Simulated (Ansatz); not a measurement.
WS$_{2}$: geometry relaxation (part 1 of 2)

System: WS$_{2}$ (P-6m2, 3 atoms in the cell).
Method: DFT r2SCAN, scalar-relativistic, plane waves, PAW, no spin polarisation (Ansatz 0.2.0).

The structure derives from a Materials Project entry.

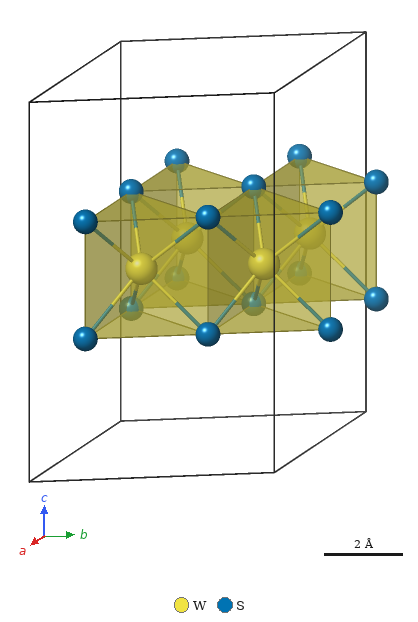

Figure 1. The structure as given in the input (polyhedral view of the 2 × 2 repeat of the cell, with the vacuum cut short, seen slightly off an axis; polyhedra are completed across the faces of the cell). An atom can appear more than once, as a periodic image.

Summary

```csv
quantity,value
outcome,converged
space group (tolerance 0.01 Å),P-6m2 (187)
electrons treated,26
free energy,−12211.6138 eV
Fermi energy,1.074 eV
gap on the k-point mesh,1.90 eV
pressure,0.00 GPa
final volume,148.55 Å³
largest force (length of the vector) at the end,0.001 eV/Å
final cell,"a = 3.181 Å, b = 3.181 Å, c = 16.951 Å, α = 90.00°, β = 90.00°, γ = 120.00°"
hardware,"1 thread of AMD EPYC (Zen 3), 189 GiB of memory available, shared host"
wall time,3.1 min
peak memory,0.7 GiB
```

Remarks

The program warns: the exchange-correlation potential is rough where the density is thin. Spin–orbit coupling is left out, which matters for W.

The input
```yaml
crystal:
  lattice:
    - [3.1835163552, 0.0, 0.0]
    - [-1.5917581776, 2.7570060369, 0.0]
    - [0.0, 0.0, 16.95057789]
  atoms:
    - { symbol: W, position: [0.33333333, 0.66666667, 0.0] }
    - { symbol: S, position: [0.66666667, 0.33333333, 0.90799949] }
    - { symbol: S, position: [0.66666667, 0.33333333, 0.09200051] }
basis:
  ecutwfc: 500
kpoints:
  mp_grid: { grid: [12, 12, 2] }
hamiltonian:
  xc: r2scan
scf:
  occupations: { method: gaussian, width: 0.02 }
output:
  forces: true
  stress: true
  eigenvalues: true
  write_density: true
  write_potential: true
  elf: true
  volumetric_format: npy
relax:
  adjacent_minimum: "off"
  f_tol: 0.005
  max_steps: 80
  cell: { stress_tol: 0.05 }
```

Command:
```bash
ansatz run input.yaml --threads 1 --pin off --max-ram 2560MiB --backend cpu --events-out ev --progress --plain --runs-dir out
```

The program's output
```
Engine: ansatz 0.2.0, x86_64-unknown-linux-gnu
Pseudopotentials: kind: paw
Pseudopotential: W, paw, valence charge 14, recommended cutoff 500 eV (meta_gga), W.paw.azcp
Pseudopotential: S, paw, valence charge 6, recommended cutoff 500 eV (meta_gga), S.paw.azcp
Functional definition: r2SCAN
  parameter k0 = 0.174
  parameter k1 = 0.065
  parameter a1 = 4.9479
  exchange = r2scan_x(k0 = k0, k1 = k1, a1 = a1)
  correlation = r2scan_c
Crystal: 3 atoms, lattice volume = 148.775 Å³
Basis set: ecut = 500 eV, 3775 PW (Γ), exchange–correlation on 96×96×500 points (64 copies of the dense FFT grid, shifted against one another)
Bands: 17, of which v1, the nominal top of the filled ones, is band 13 counted from 1 (12 counted from 0)
Symmetry: 12 space group operations
Space group: P-6m2 (ITA 187), of the structure as read, at distance tolerance 5.3e-5 Å
k-points: 38 of 288 (time reversal used)
Non-local potential: W, projectors of the file, l = 0: 3, l = 1: 2, l = 2: 2, l = 3: 1
Non-local potential: S, projectors of the file, l = 0: 2, l = 1: 2, l = 2: 2
PAW form: soft (Blöchl's): semilocal exchange-correlation on the pseudo side does not see the compensation charge
PAW frozen core: W, regenerated for the run's functional (the file was generated under x = pbe(κ = 0.804, μ = 0.2195149727645171), c = pbe(β = 0.06672455060314922))
PAW frozen core: S, regenerated for the run's functional (the file was generated under x = pbe(κ = 0.804, μ = 0.2195149727645171), c = pbe(β = 0.06672455060314922))
PAW one-centre angular grid: W, 590 points (default); XC on 160 Gauss nodes
PAW one-centre angular grid: S, 302 points (default); XC on 160 Gauss nodes
Initial density: superposition of atomic densities (neutral atoms: chi_scale 0, normalization atom), corrected by the library's trained network
Initial wavefunctions: pseudopotential atomic-orbital guess
Functional: x = r2scan, c = r2scan; τ floored in thin density (d = 2e-4 eV/Å³)
SCF iter   1: F=—  HF=-12211.542390 eV  |F-HF|=—  |Δ(HF+E_count)|=         —  Δρ=4.95e-3  dr2=3.55e-2  dr2_τ=8.48e-2  ethr=1.77e-3  ⟨swp⟩=9.5  Hψ=4739  notcnv=0
preconditioner: auto → none  [insulator: Δε(μ)=1.856 eV  Ē_g=9.180 eV  σ=0.020 eV  W_gap=1.00  n_scr=10 (ndim 8)  ℏωp=12.9 eV  f_vac=0.610  D(μ)=0.00/eV (n_scr^D=0)  ε∞_Penn≈3.0]
SCF iter   2: F=—  HF=-12211.624280 eV  |F-HF|=—  |Δ(HF+E_count)|=   8.19e-2  Δρ=4.84e-3  dr2=9.93e-2  dr2_τ=5.97e-3  ethr=1.37e-4  ⟨swp⟩=4.1  Hψ=1974  notcnv=0
SCF iter   3: F=—  HF=-12211.610128 eV  |F-HF|=—  |Δ(HF+E_count)|=   1.42e-2  Δρ=2.06e-3  dr2=3.16e-3  dr2_τ=3.14e-4  ethr=1.37e-4  ⟨swp⟩=3.0  Hψ=1204  notcnv=0
SCF iter   4: F=—  HF=-12211.613586 eV  |F-HF|=—  |Δ(HF+E_count)|=   3.46e-3  Δρ=5.10e-4  dr2=4.47e-4  dr2_τ=6.01e-5  ethr=1.22e-5  ⟨swp⟩=2.8  Hψ=1331  notcnv=0
SCF iter   5: F=—  HF=-12211.613659 eV  |F-HF|=—  |Δ(HF+E_count)|=   7.27e-5  Δρ=1.23e-4  dr2=3.86e-5  dr2_τ=1.55e-6  ethr=1.72e-6  ⟨swp⟩=2.9  Hψ=1418  notcnv=0
SCF iter   6: F=—  HF=-12211.613669 eV  |F-HF|=—  |Δ(HF+E_count)|=   1.06e-5  Δρ=2.43e-5  dr2=3.71e-7  dr2_τ=3.79e-8  ethr=1.49e-7  ⟨swp⟩=2.4  Hψ=948  notcnv=0
SCF iter   7: F=-12211.613671 eV  HF=-12211.613671 eV  |F-HF|=1.58e-8  |Δ(HF+E_count)|=   1.83e-6  Δρ=4.70e-6  dr2=2.89e-8  dr2_τ=3.18e-9  ethr=3.85e-10  ⟨swp⟩=15.8  Hψ=6581  notcnv=0
SCF 1 converged in 7 iterations: F = -12211.613671 eV  dr2 = 2.89e-8
  greatest PAW one-centre occupation: 0.999 electrons in one spin orbital (limit 2), on the W atom at site 0 (counted from 0), in its partial waves of l = 0
relax step   1: F+E_penalty+E_count = -12211.61367108 eV  Δ(F+E_penalty+E_count) = +0.000e0 eV  max|allowed force component| = 2.393e-2 eV/Å  Δτ_max = 0.0000 Å  P = -0.103 GPa  Ω = 148.775 Å³  (7 SCF iters, dr2 threshold 1.00e-7 eV, accepted)
Crystal: 3 atoms, lattice volume = 148.398 Å³
Basis set: ecut = 500 eV, 3763 PW (Γ), exchange–correlation on 96×96×500 points (64 copies of the dense FFT grid, shifted against one another)
Initial density: handed on by an earlier stage of this run
Initial wavefunctions: those handed on with the density
iter 1 solved again at ethr=7.36e-7 eV; its pass at ethr=3.10e-3 eV (dr2=1.91e-4 eV) is discarded
SCF iter   1: F=—  HF=-12211.613588 eV  |F-HF|=—  |Δ(HF+E_count)|=         —  Δρ=1.45e-4  dr2=1.57e-4  dr2_τ=1.90e-4  ethr=7.36e-7  ⟨swp⟩=3.3  Hψ=4707  notcnv=0
preconditioner: auto → none  [insulator: Δε(μ)=1.904 eV  Ē_g=9.230 eV  σ=0.020 eV  W_gap=1.00  n_scr=10 (ndim 8)  ℏωp=12.9 eV  f_vac=0.611  D(μ)=0.00/eV (n_scr^D=0)  ε∞_Penn≈3.0]
SCF iter   2: F=—  HF=-12211.613870 eV  |F-HF|=—  |Δ(HF+E_count)|=   2.82e-4  Δρ=3.21e-4  dr2=5.72e-4  dr2_τ=2.80e-5  ethr=6.05e-7  ⟨swp⟩=3.0  Hψ=1333  notcnv=0  recentre
SCF iter   3: F=—  HF=-12211.613774 eV  |F-HF|=—  |Δ(HF+E_count)|=   9.60e-5  Δρ=4.96e-5  dr2=3.87e-6  dr2_τ=8.85e-8  ethr=6.05e-7  ⟨swp⟩=2.0  Hψ=908  notcnv=0
SCF iter   4: F=—  HF=-12211.613772 eV  |F-HF|=—  |Δ(HF+E_count)|=   2.52e-6  Δρ=2.53e-5  dr2=2.48e-6  dr2_τ=1.18e-7  ethr=1.49e-8  ⟨swp⟩=3.3  Hψ=1434  notcnv=0
SCF iter   5: F=—  HF=-12211.613772 eV  |F-HF|=—  |Δ(HF+E_count)|=   3.50e-7  Δρ=1.04e-5  dr2=5.08e-7  dr2_τ=1.94e-9  ethr=9.55e-9  ⟨swp⟩=1.0  Hψ=646  notcnv=0
SCF iter   6: F=-12211.613771 eV  HF=-12211.613772 eV  |F-HF|=2.06e-8  |Δ(HF+E_count)|=   5.16e-8  Δρ=2.97e-6  dr2=2.93e-8  dr2_τ=2.55e-10  ethr=1.38e-10  ⟨swp⟩=10.7  Hψ=5784  notcnv=0
SCF 2 converged in 6 iterations: F = -12211.613771 eV  dr2 = 2.93e-8
relax step   2: F+E_penalty+E_count = -12211.61377149 eV  Δ(F+E_penalty+E_count) = -1.004e-4 eV  max|allowed force component| = 9.876e-4 eV/Å  Δτ_max = 0.0002 Å  P = +0.036 GPa  Ω = 148.398 Å³  energy of the carried Pulay correction = +3.789e-5 eV  (6 SCF iters, dr2 threshold 3.58e-8 eV, accepted)
Crystal: 3 atoms, lattice volume = 148.550 Å³
iter 1 solved again at ethr=8.70e-8 eV; its pass at ethr=3.10e-3 eV (dr2=2.26e-5 eV) is discarded
SCF iter   1: F=—  HF=-12211.613754 eV  |F-HF|=—  |Δ(HF+E_count)|=         —  Δρ=5.08e-5  dr2=1.71e-5  dr2_τ=2.85e-5  ethr=8.70e-8  ⟨swp⟩=3.6  Hψ=4870  notcnv=0
preconditioner: auto → none  [insulator: Δε(μ)=1.897 eV  Ē_g=9.227 eV  σ=0.020 eV  W_gap=1.00  n_scr=10 (ndim 8)  ℏωp=12.9 eV  f_vac=0.611  D(μ)=0.00/eV (n_scr^D=0)  ε∞_Penn≈3.0]
SCF iter   2: F=—  HF=-12211.613798 eV  |F-HF|=—  |Δ(HF+E_count)|=   4.37e-5  Δρ=1.06e-4  dr2=6.07e-5  dr2_τ=2.65e-6  ethr=6.56e-8  ⟨swp⟩=3.4  Hψ=1423  notcnv=0  recentre
SCF iter   3: F=—  HF=-12211.613787 eV  |F-HF|=—  |Δ(HF+E_count)|=   1.05e-5  Δρ=2.38e-5  dr2=6.17e-7  dr2_τ=3.38e-8  ethr=6.56e-8  ⟨swp⟩=2.0  Hψ=908  notcnv=0
SCF iter   4: F=—  HF=-12211.613783 eV  |F-HF|=—  |Δ(HF+E_count)|=   3.92e-6  Δρ=7.28e-6  dr2=1.73e-7  dr2_τ=1.04e-8  ethr=2.37e-9  ⟨swp⟩=2.4  Hψ=1170  notcnv=0
SCF iter   5: F=—  HF=-12211.613783 eV  |F-HF|=—  |Δ(HF+E_count)|=   8.19e-9  Δρ=2.09e-6  dr2=1.34e-8  dr2_τ=3.16e-10  ethr=6.64e-10  ⟨swp⟩=2.3  Hψ=875  notcnv=0
SCF iter   6: F=-12211.613783 eV  HF=-12211.613783 eV  |F-HF|=8.77e-10  |Δ(HF+E_count)|=  6.88e-10  Δρ=6.97e-7  dr2=1.32e-9  dr2_τ=2.72e-11  ethr=3.02e-11  ⟨swp⟩=11.1  Hψ=4966  notcnv=0
SCF 3 converged in 6 iterations: F = -12211.613783 eV  dr2 = 1.32e-9
relax step   3: F+E_penalty+E_count = -12211.61378311 eV  Δ(F+E_penalty+E_count) = -1.161e-5 eV  max|allowed force component| = 8.801e-4 eV/Å  Δτ_max = 0.0006 Å  P = +0.001 GPa  Ω = 148.550 Å³  energy of the carried Pulay correction = +2.257e-5 eV  (6 SCF iters, dr2 threshold 7.85e-9 eV, accepted)
Initial wavefunctions: pseudopotential atomic-orbital guess (no wavefunctions were taken with the density)
iter 1 solved again at ethr=3.29e-7 eV; its pass at ethr=3.10e-3 eV (dr2=8.56e-5 eV) is discarded
SCF iter   1: F=—  HF=-12211.613759 eV  |F-HF|=—  |Δ(HF+E_count)|=         —  Δρ=2.43e-6  dr2=3.16e-9  dr2_τ=1.14e-8  ethr=3.29e-7  ⟨swp⟩=4.1  Hψ=6957  notcnv=0
eigensolver tolerance schedule: the retry pair's looser diagonalisation over-reported the residual by 27103.05 of it (diagonalisation noise at an unbounded share of the residual, at the tolerance the schedule requests for it); recorded, not acted on — ethr = c·dr2/N_el stays at c = 1.0e-1
preconditioner: auto → none  [insulator: Δε(μ)=1.895 eV  Ē_g=9.227 eV  σ=0.020 eV  W_gap=1.00  n_scr=10 (ndim 8)  ℏωp=12.9 eV  f_vac=0.611  D(μ)=0.00/eV (n_scr^D=0)  ε∞_Penn≈3.0]
SCF iter   2: F=—  HF=-12211.613754 eV  |F-HF|=—  |Δ(HF+E_count)|=   4.69e-6  Δρ=1.60e-6  dr2=7.87e-9  dr2_τ=4.94e-10  ethr=1.21e-11  ⟨swp⟩=5.1  Hψ=2173  notcnv=0
SCF iter   3: F=—  HF=-12211.613754 eV  |F-HF|=—  |Δ(HF+E_count)|=  9.37e-10  Δρ=1.05e-6  dr2=5.46e-10  dr2_τ=3.69e-10  ethr=1.21e-11  ⟨swp⟩=2.0  Hψ=908  notcnv=0
SCF iter   4: F=—  HF=-12211.613754 eV  |F-HF|=—  |Δ(HF+E_count)|=  4.20e-10  Δρ=3.29e-7  dr2=7.60e-11  dr2_τ=2.65e-11  ethr=2.10e-12  ⟨swp⟩=2.1  Hψ=1001  notcnv=0
SCF iter   5: F=-12211.613754 eV  HF=-12211.613754 eV  |F-HF|=1.82e-12  |Δ(HF+E_count)|=  1.64e-11  Δρ=8.23e-8  dr2=1.40e-11  dr2_τ=2.78e-12  ethr=1.00e-12  ⟨swp⟩=9.1  Hψ=4231  notcnv=0
SCF 4 converged in 5 iterations: F = -12211.613754 eV  dr2 = 1.40e-11
relax step   4: F+E_penalty+E_count = -12211.61375432 eV  Δ(F+E_penalty+E_count) = +2.879e-5 eV  max|allowed force component| = 8.702e-4 eV/Å  Δτ_max = 0.0000 Å  P = +0.001 GPa  Ω = 148.550 Å³  stress off target by 2.93e-3 GPa  SCF on the basis re-selected at this cell (its energy is not comparable with the rows above)  (5 SCF iters)
```

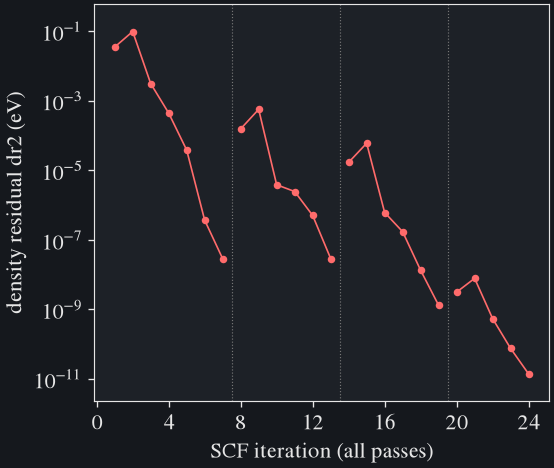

Figure 2. Convergence of the self-consistent field: density residual dr2 against the SCF iteration. The dotted lines part the SCF passes of the relaxation: geometry steps, rejected trials and re-solves on a re-selected basis. The passes take 7, 6, 6 and 5 iterations.

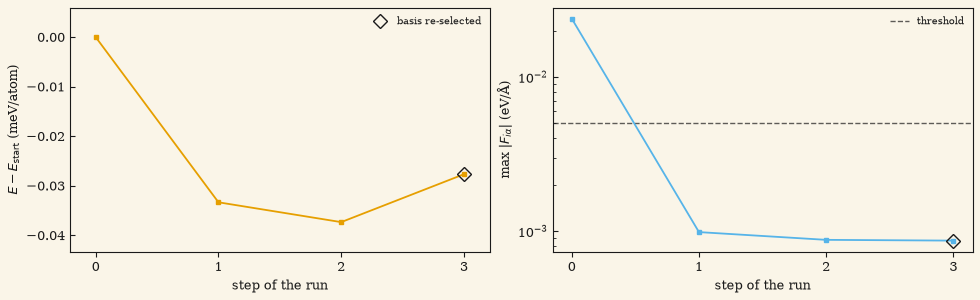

Figure 3. Progress of the relaxation, step by step (the first geometry is step 0 here and step 1 in the log). Over 2 geometry steps the energy falls by next to nothing (0.0 meV per atom). Largest force component: 0.024 eV/Å at the start, 0.00087 eV/Å at the end. No atom moves by more than 0.005 Å relative to the cell. The space group stays P-6m2 (No. 187). A last SCF at the same geometry on a re-selected plane-wave basis shifts the energy by +0.0 meV per atom.
